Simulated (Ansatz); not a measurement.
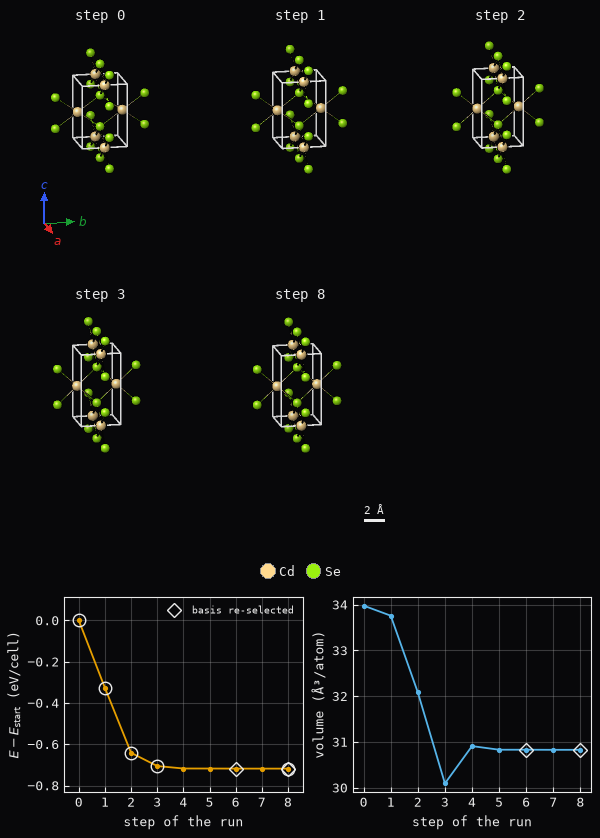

Frames of a relaxation of a crystal of CdSe (a generated structure, set up in P4_2/mmc), marked on the history of the run. The picture is a ball-and-stick view of the cell of the calculation, seen slightly off an axis.

Method: Ansatz 0.2.0, DFT PBE, scalar-relativistic, plane waves, PAW. (plane-wave cutoff 420 eV; k-point mesh 10 × 10 × 8; occupations gaussian; smearing width 0.1 eV; no spin polarisation; cell and atoms relaxed; force threshold 0.01 eV/Å; at most 80 steps)

Q: Describe the path.

A: No atom moves by more than 0.005 Å relative to the cell. Cell: a = b 4.581 → 4.094 Å (−10.6 %), c 6.478 → 7.356 Å (+13.6 %). Volume −9.3 %. Among the contacts that change: Se–Se 3.239 → 3.678 Å, Cd–Se 2.805 → 2.752 Å. Among the angles between lasting bonds that change: Se–Cd–Se 70.5° → 83.9°, Se–Cd–Se 109.5° → 96.1°, Cd–Se–Cd 109.5° → 96.1°. The space group stays P4_2/mmc (No. 131). After 6 accepted moves (8 points after the start) the energy has fallen by 0.718 eV per cell of the calculation. All forces vanish by symmetry, so only the cell relaxes. The pressure goes from −0.09 to 0.00 GPa. The SCF was repeated twice at an unchanged geometry on a basis and grid sized afresh for the cell, which shifted the energy by 0.3 meV per cell of the calculation at most. The run took 8.2 min on 1 thread of Arm Neoverse N1, with other jobs on the host, peak memory 0.68 GiB. From step 0 to 1: volume −0.6 %, energy −0.327 eV per cell of the calculation. From step 1 to 2: volume −5.0 %, energy −0.314 eV per cell of the calculation. From step 2 to 3: volume −6.2 %, energy −64.1 meV per cell of the calculation. From step 3 to 8: volume +2.4 %, energy −12.5 meV per cell of the calculation.
